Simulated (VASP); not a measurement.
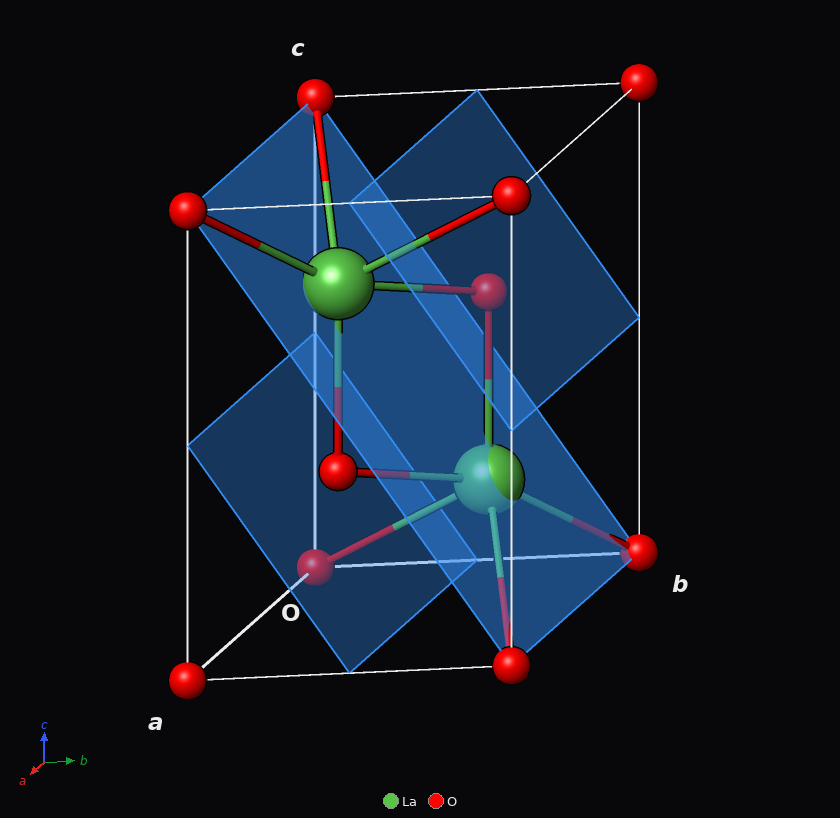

For La₂O₃, a cell listed in the Materials Project, as set up for an electronic-structure calculation: every member of one family of equally spaced planes, hx + ky + lz = a whole number, that cuts the unit cell is shaded (one member passes through the origin O, touching the cell only at an edge or corner). Geometry calculated from the standardised cell; symmetry tolerance 0.002 Å.

a = 3.931 Å, b = 3.931 Å, c = 6.112 Å, α = 90.00°, β = 90.00°, γ = 120.00°.

**What are the Miller indices?**

(0 2 2), in four indices (0 2 −2 2); the opposite sign names the same planes. The member next to the origin meets the axes a never, b at 1/2, c at 1/2.

**What is the spacing?**

d = 1.487 Å.

**Which atoms of the cell lie in these planes (within 0.03 Å)?**

1 of the 3 O.

**The space group is No. 164, P-3m1. How many reflections hkl are equivalent to this one (itself included), and does it occur?**

6 reflections are equivalent in the Laue class -3m. The space group allows the reflection.
